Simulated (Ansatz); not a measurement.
The calculation's input:

```
crystal:
  lattice:
    - [0.0, 3.0789914282, 3.0789914282]
    - [3.0789914282, 0.0, 3.0789914282]
    - [3.0789914282, 3.0789914282, 0.0]
  atoms:
    - { symbol: Hg, position: [0.0, 0.0, 0.0] }
    - { symbol: Se, position: [0.75, 0.75, 0.75] }
hamiltonian:
  xc: pbe
  pseudopotentials: { kind: paw }
kpoints:
  mp_grid: { grid: [8, 8, 8] }
scf:
  occupations: { method: fermi_dirac, width: 0.05 }
output:
  forces: true
  stress: true
  eigenvalues: true
  write_density: true
  write_potential: true
  elf: true
  volumetric_format: npy
```

Run with:

```sh
ansatz run input.yaml --threads 2 --pin off --max-ram 5632MiB --backend cpu --events-out ev --progress --plain --runs-dir out
```

Below, planes, directions and counts refer to the conventional cell (a = 6.16 Å, b = 6.16 Å, c = 6.16 Å, α = 90.00°, β = 90.00°, γ = 90.00°).

Space group F-43m; computed pressure about 2 GPa in this cell.

Level of theory: Kohn-Sham DFT of a periodic cell, PBE, Ansatz PAW in Ansatz.

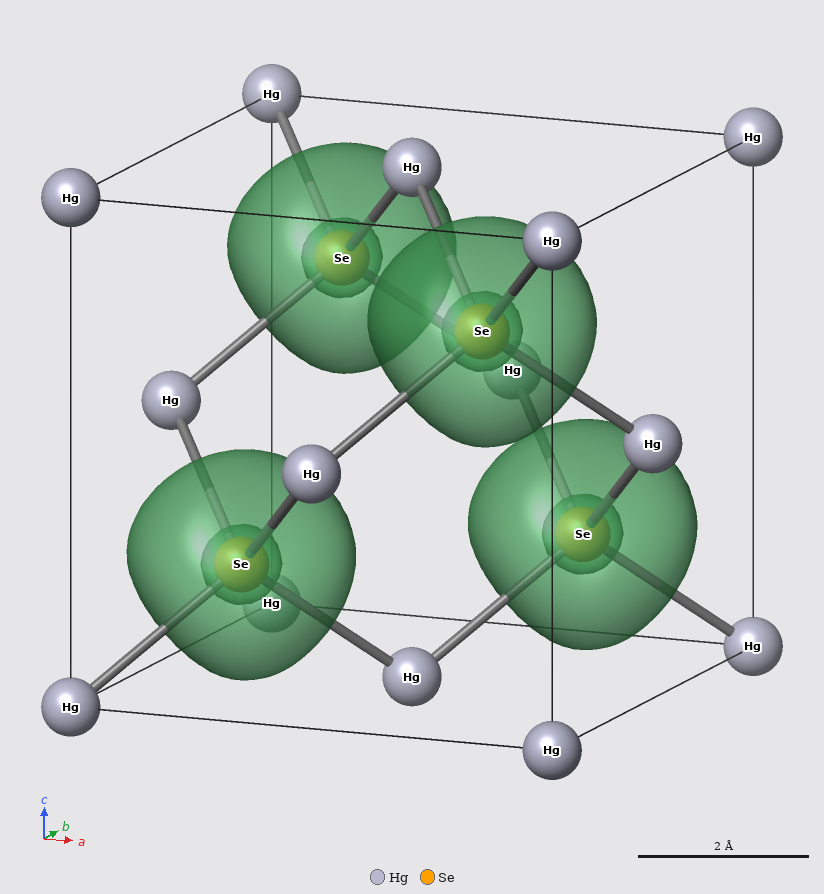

HgSe. Isosurface of the ELF at 0.55 (green), seen slightly off an axis. Only the valence region is drawn (cores and ρ < 0.01 e/Å³ removed). Sticks mark near contacts.

Core electrons are frozen (PAW), and the valence fields are smoothed inside the atomic spheres.

Question: Describe the localisation domains.

Answer: At this value the surface marks out four regions wrapped around Se (the valence shell of each), counted in one cell of 8 atoms. Regions shared between cells count once.

Values along the shortest contacts:
Hg–Se (2.67 Å): the ELF is about 0.35 at the midpoint and 0.20 at its lowest between the atoms.
